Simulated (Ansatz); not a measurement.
System: KBr, space group Fm-3m (No. 225) (one of a set of cubic test structures, which need not be the stable phase).

How it was computed, with Ansatz 0.2.0 development build: equation of state of a cubic crystal from periodic Kohn-Sham density functional theory without spin, third-order Birch-Murnaghan fit to the free energies; pressure corrected for the finite basis. Level: HSE06.

| setting | value |
| --- | --- |
| structure type | rock salt |
| atoms in cell | 2 |
| space group number | 225 |
| lattice centring | face-centred primitive |
| k mesh | 4×4×4 |
| occupation method | Fermi–Dirac |
| occupation width | 0.05 eV |
| wave cutoff | 680 eV |
| datasets | hand-made PAW |
| density tolerance | 0 eV |
| bands | 17 |
| density cutoff ratio | 4 |
| search for lower states | default |
| exchange singularity | regularized |

What does the calculation give for the energy above the lowest point and pressure against volume? The volume takes the values 34.59, 35.72, 36.84, 37.97, 39.10 Å³/atom.

A third-order Birch–Murnaghan fit gives V0 = 37.02 Å³/atom, B0 = 14.2 GPa and B′ = 4.9. The energy above the lowest point is 8.10 meV/atom at volume 34.59 Å³/atom and 4.60 meV/atom at 39.10 Å³/atom; the lowest computed point is at volume 36.84 Å³/atom (0.00 meV/atom). The pressure falls from 1.144 GPa at volume 34.59 Å³/atom to −0.680 GPa at 39.10 Å³/atom, and changes sign near 37.0 Å³/atom.

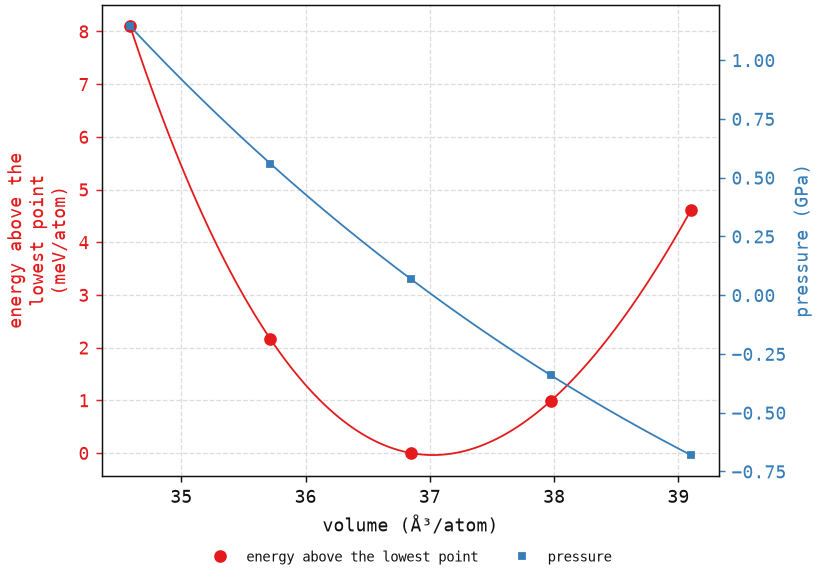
